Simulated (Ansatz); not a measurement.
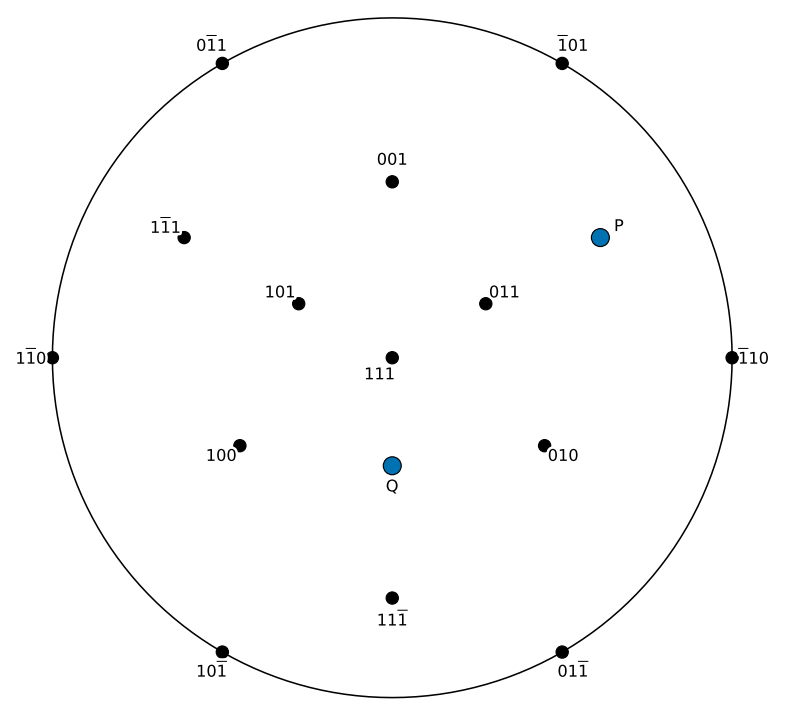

Stereographic projection of plane normals (upper hemisphere) centred on (1 1 1). Crystal: P, coordinates from a relaxation with DFT, LDA (PW92), plane waves (420 eV) with PAW, scalar-relativistic in Ansatz 0.2.0; the starting structure was generated, so it need not be a known form of this composition. The drawing is computed from the coordinates (standard cell, symmetry found to 0.002 Å).

a = 2.407 Å, b = 2.407 Å, c = 2.407 Å, α = 90.00°, β = 90.00°, γ = 90.00°.

> Index the poles marked P, Q.

P is (−1 1 1), 70.5° from the centre; Q is (1 1 0), 35.3° from the centre.

> What is the angle between the normals of (1 −1 1) and (1 0 −1), and what are their d_hkl = 1/|g|?

90.0°; d = 1.390 Å and 1.702 Å.
